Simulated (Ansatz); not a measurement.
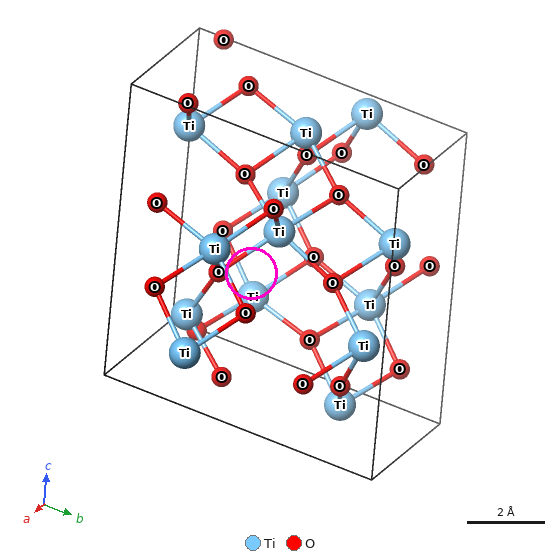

Ball-and-stick model, viewed slightly off an axis. The supercell is drawn as a box. The host is TiO$_{2}$, in a cell of 30 sites, and the cell carries a charge of +1. A ring marks the defect's site.

Question: Where does the cell differ from the host, and how?

Answer: An oxygen vacancy. Around the empty site lie three Ti and two O at about 2.1 to 2.3 Å.

The atoms were relaxed in the host's cell with DFT PBE+U, scalar-relativistic, plane waves, PAW (Ansatz).
